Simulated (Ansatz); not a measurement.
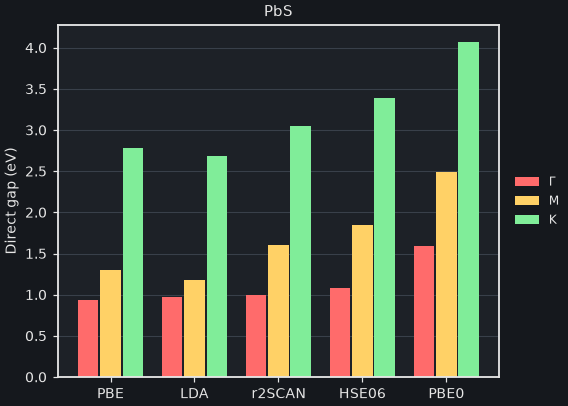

Direct gap at each named k point, by several methods on one cell of PbS, space group P6_3mc, 4 atoms in the cell, relaxed with r2SCAN+rVV10; a = 4.086 Å, c = 7.469 Å (hexagonal axes). All runs are without spin-orbit coupling and carry no moments. The smallest gap is indirect or lies off these points.

Does PBE0 open these direct gaps by one amount over PBE?

The shifts are +0.65 eV at Γ, +1.19 eV at M and +1.29 eV at K, and at points that aren't plotted +1.35 eV (A), +1.58 eV (L) and +1.33 eV (H): over the named points that both runs hold, a spread of 0.94 eV on a mean of 1.23 eV, so one shift doesn't describe them.

How do the methods rank at Γ?

From low to high: PBE 0.94, LDA 0.97, r2SCAN 0.99, HSE06 1.08, PBE0 1.59 eV. Too close to rank are PBE against LDA, LDA against r2SCAN (different cutoffs) and r2SCAN against HSE06 (different meshes and cutoffs).

| method | program | Γ (eV) | M (eV) | K (eV) |
| --- | --- | --- | --- | --- |
| PBE | Ansatz | 0.94 | 1.30 | 2.78 |
| LDA | Ansatz | 0.97 | 1.18 | 2.69 |
| r2SCAN | Ansatz | 0.99 | 1.60 | 3.05 |
| HSE06 | Ansatz | 1.08 | 1.85 | 3.39 |
| PBE0 | Ansatz | 1.59 | 2.49 | 4.07 |

Settings. PBE: Ansatz PAW set, 12×12×4 k mesh, 420 eV cutoff, Fermi-Dirac smearing of 0.02 eV (Ansatz 0.2.0). LDA: Ansatz PAW set, 12×12×4 k mesh, 420 eV cutoff, fixed occupations (Ansatz 0.2.0). r2SCAN: Ansatz PAW set, 12×12×4 k mesh, 500 eV cutoff, fixed occupations (Ansatz). HSE06: Ansatz PAW set, 6×6×2 k mesh, 420 eV cutoff, fixed occupations (Ansatz). PBE0: Ansatz PAW set, 6×6×2 k mesh, 420 eV cutoff, fixed occupations (Ansatz).

The usual form of PbS is rocksalt. Spin-orbit coupling is left out, which matters for Pb. LDA, r2SCAN, HSE06 and PBE0: the PAW data sets were made with another functional. HSE06 and PBE0: the k mesh is coarse, so the values aren't converged, least of all with exact exchange. Over all k points computed the smallest gap is 0.39 eV in PBE, 0.24 eV in LDA, 0.57 eV in r2SCAN, 0.70 eV in HSE06 and 1.25 eV in PBE0.
